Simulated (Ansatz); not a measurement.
System: Co, space group P6_3/mmc (No. 194).

Structure:
```
Co
1.0
     2.47056    0.00000    0.00000
    -1.23528    2.13957    0.00000
     0.00000    0.00000    8.08823
Co
4
Direct
  0.66667 0.33333 0.75000
  0.00000 0.00000 0.50000
  0.33333 0.66667 0.25000
  0.00000 0.00000 0.00000
```

Computed with Ansatz 0.2.0: plane-wave DFT, collinear spins; energies at scaled volumes of the given cell, shape and fractions fixed, counted from the fit's minimum, third-order Birch-Murnaghan fit. Level: BPBE, collinear spin.

```csv
setting,value
k mesh,12×12×4
occupations,Fermi–Dirac
smearing width,0.05 eV
potentials,Ansatz PAW
wave cutoff,420 eV
density cutoff,1680 eV
```

Predict the energy and pressure against volume. The volume takes the values 10.05, 10.26, 10.47, 10.69, 10.90, 11.12, 11.33 Å³/atom.

A third-order Birch–Murnaghan fit gives V0 = 10.90 Å³/atom, B0 = 210 GPa and B′ = 3.9. The energy is 49.63 meV/atom at volume 10.05 Å³/atom and 10.47 meV/atom at 11.33 Å³/atom; the lowest computed point is at volume 10.90 Å³/atom (0.00 meV/atom). The pressure falls from 20.02 GPa at volume 10.05 Å³/atom to −7.48 GPa at 11.33 Å³/atom, and changes sign near 10.90 Å³/atom.

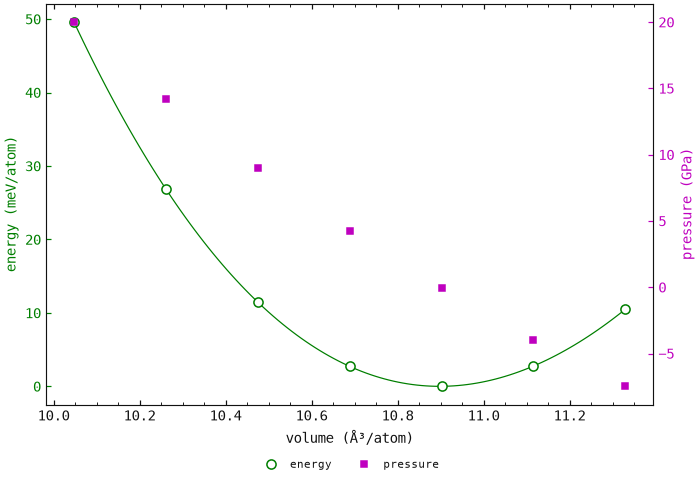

Keep in mind: the functional was run on potentials made for another functional; shape and atomic fractions are frozen while scaling, which makes layered, chain and framework solids too stiff.
